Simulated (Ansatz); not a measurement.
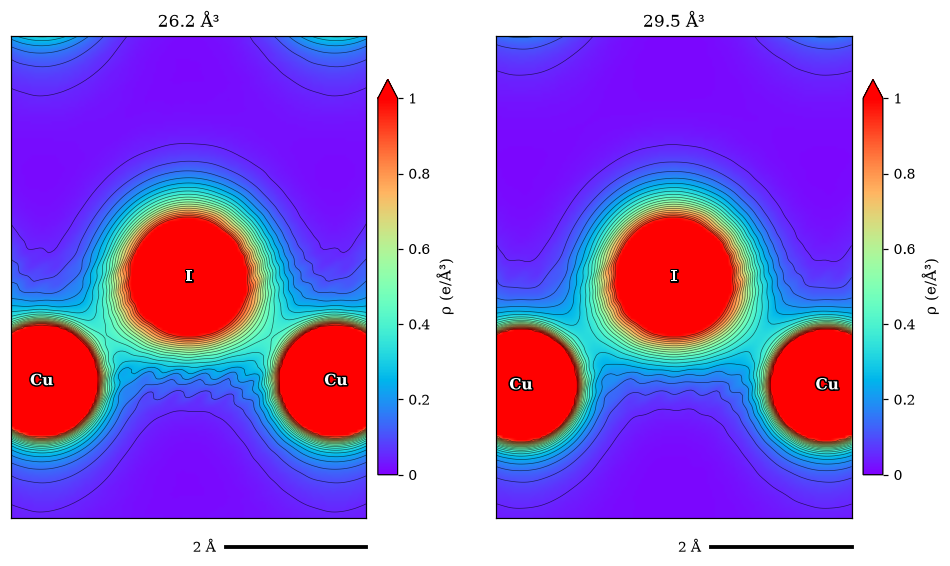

CuI. The valence electron density of cells scaled evenly to different volumes (given per atom above each panel), on the (11̄0) plane of each (indices in the axes of the cell below), at one length scale and on one colour scale.

Computed with Kohn-Sham DFT of a periodic cell, PBE, Ansatz PAW (Ansatz 0.2.0).

Core electrons are frozen (PAW), and the valence fields are smoothed inside the atomic spheres.

The largest cell:

```
CELL_PARAMETERS angstrom
0.00000 3.09096 3.09096
3.09096 0.00000 3.09096
3.09096 3.09096 0.00000
ATOMIC_POSITIONS crystal
I 0.00000 0.00000 0.00000
Cu 0.75000 0.75000 0.75000
```

| volume (Å³/atom) | Cu–I contact in the plane (Å) | ρ at its midpoint (e/Å³) | pressure (GPa) | gap on the mesh (eV) | 
| --- | --- | --- | --- | --- |
| 26.19 | 2.572 | 0.448 | 3.3 | 1.29 | 
| 28.42 | 2.643 | ? | ? | ? | 
| 29.53 | 2.677 | 0.378 | −1.7 | 0.98 | 

**Estimate the missing row, and compare with the calculation.**

Over the known rows ln ρ falls by 1.62 per Å of Cu–I distance (the line through the two), which gives 0.399 e/Å³ at 2.643 Å; the calculation gives 0.400 e/Å³. For the pressure, a straight line in volume between the neighbouring rows gives 0.0 GPa; the calculation gives −0.4, lower because pressure rises ever faster on compression. For the gap on the mesh, a straight line in volume between the neighbouring rows gives 1.08 eV; the calculation gives 1.07.
